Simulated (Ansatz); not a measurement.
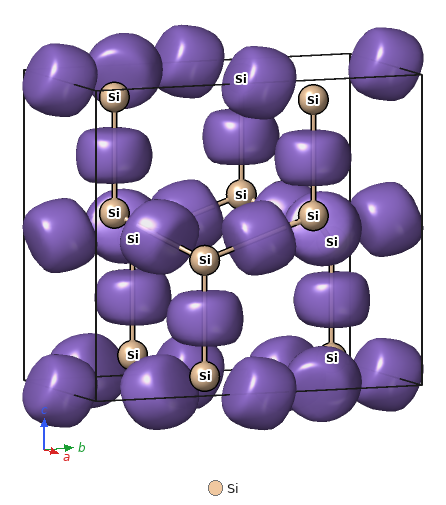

Si. Isosurface of the electron localisation function at 0.75 (purple), seen slightly off an axis. Only the valence region is drawn (cores and ρ < 0.01 e/Å³ removed). Sticks mark near contacts.

Space group Cmcm; a structure from a database of computed crystals, not necessarily the ambient phase; changed on purpose from its base cell (strain +0.0750 x Voigt [0, 1, 0, 0, 0, 0], atoms carried along); not relaxed (largest force 0.4 eV/Å); computed pressure about −5 GPa in this cell.

Theory: Ansatz, DFT r2SCAN, scalar-relativistic, plane waves, PAW.

In a PAW calculation such maps are meaningful between the atoms, not at the nuclei.

**What do the ELF domains correspond to?**

At this value the surface marks out 16 regions between bonded Si–Si atoms (shared pairs), counted in one cell of 8 atoms. Regions shared between cells count once.

Values along the shortest contacts:
Si–Si (2.37 Å): the ELF peaks at about 0.95 between the atoms: a covalent bond. Si–Si (2.51 Å): the ELF peaks at about 0.95 between the atoms (a covalent bond).
